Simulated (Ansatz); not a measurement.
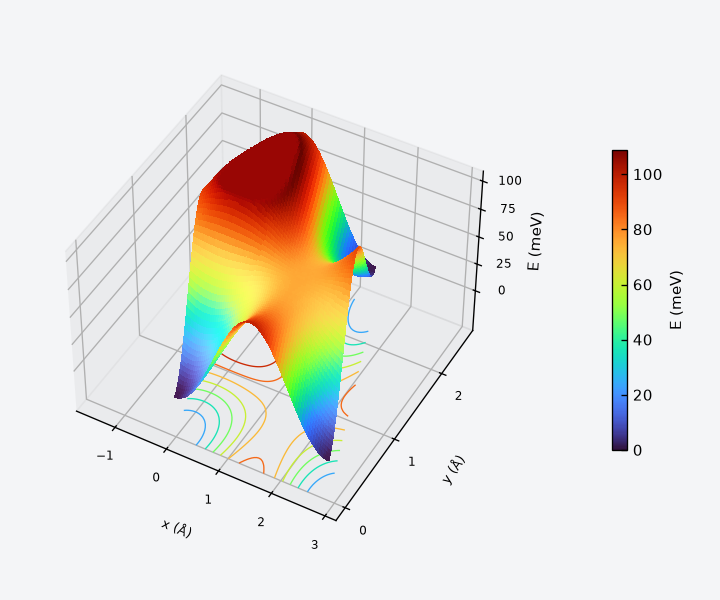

Energy landscape of Si on a Ti(001) slab cut from the P6_3/mmc phase, its upper half relaxed before the scan (20 atoms of substrate and one adsorbate in a 2 × 2 cell). 
- Si is moved over the surface cell at a fixed height above a rigid substrate; the origin of the map has the adsorbate above Ti17; the height is held at 3.10 Å.
- Places are given modulo a cell vector. The map is drawn in real space over the plane of the surface.
- The grid has 6 × 6 points; 10 points were computed and 26 follow by symmetry.
- Places are given in fractions of the 1 × 1 surface cell.
- All energies are given in meV relative to the lowest grid point.
- The runs have no spin polarisation, so an open-shell adsorbate far from the surface lies too high. At a fixed height the lowest place need not be the adsorption site.
- Theory: Ansatz 0.2.0, DFT PBE+D3(BJ), scalar-relativistic, plane waves, PAW. Settings: cutoff 420 eV, k-mesh 6×6×1, gaussian smearing 0.1 eV, no spin polarisation.

Drawn: a relief with its contours projected below, any walls above the top of the colour scale cut off. Between grid points the surface is interpolated. 

### Where are the wells?

The lowest grid point is at the top site over a surface Ti atom, (0/6, 0/6) of the cell vectors. The highest grid point, a threefold hollow, (2/6, 4/6) of the cell vectors, lies 132 meV above the lowest. On the interpolated surface the easiest way out of the lowest well to its copy in the next cell or period passes a barrier of about 80 meV. At the lowest point the adsorbate has 1 Ti at 3.10 Å as nearest neighbours, at the highest 3 Ti at 3.52 Å.

Grid values (meV):

```csv
"second ↓, first →",0/6,1/6,2/6,3/6,4/6,5/6
5/6,23,66,112,112,66,23
4/6,71,112,132,112,71,50
3/6,97,112,112,97,78,78
2/6,71,66,71,78,80,78
1/6,23,23,50,78,78,50
0/6,0,23,71,97,71,23
```

The whole map (10 points run) took 21 min on 4 threads of Arm Neoverse V2, on a shared host.

PAW datasets: the set soft_1.
